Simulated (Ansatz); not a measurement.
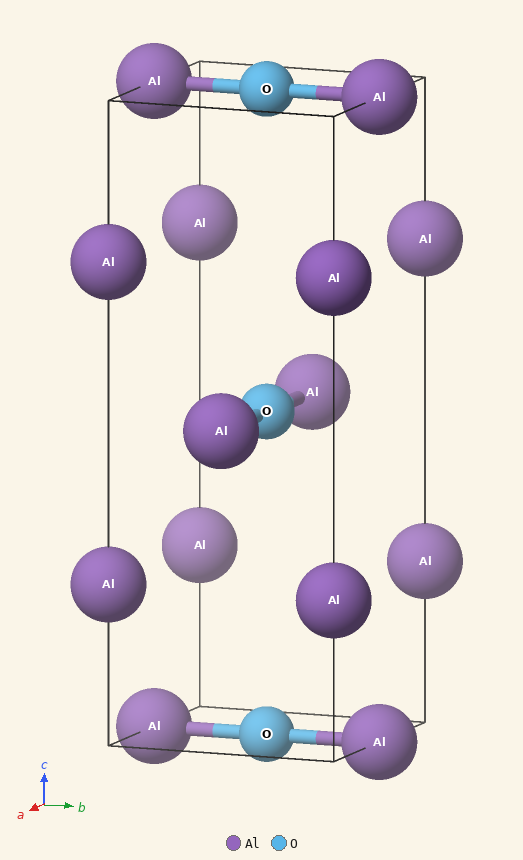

The figure gives a ball-and-stick picture of the atoms, viewed slightly off an axis. Lines trace the edges of the simulation cell.

```xyz
6
Lattice="3.4222 0.0000 0.0000 0.0000 3.4222 0.0000 0.0000 0.0000 9.2268" Properties=species:S:1:pos:R:3 pbc="T T T"
Al    0.0000    0.0000    2.3067
Al    0.0000    3.4222    6.9201
Al    3.4222    1.7111    4.6134
Al    1.7111    0.0000    9.2268
O     1.7111    1.7111    9.2268
O     1.7111    1.7111    4.6134
```

All computed values are from Ansatz 0.2.0, DFT PBE, scalar-relativistic, plane waves, PAW. Settings: a kinetic-energy cutoff of 420 eV, a 12×12×4 sampling of the Brillouin zone, Gaussian smearing of 0.1 eV, no spin polarisation.

What does a Bader analysis give?

Answer. Al -0.15 to +1.79 e; O -1.63 e.

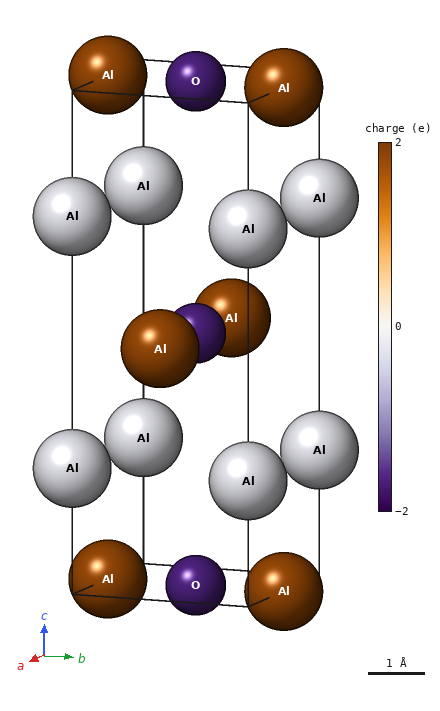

The atoms coloured by those charges.

Its origin is a random cell made by a generator, so it need not be a real form of the compound. Earlier steps of the study may have refined or changed the cell and positions. Ansatz was used for an electronic-structure calculation on it.
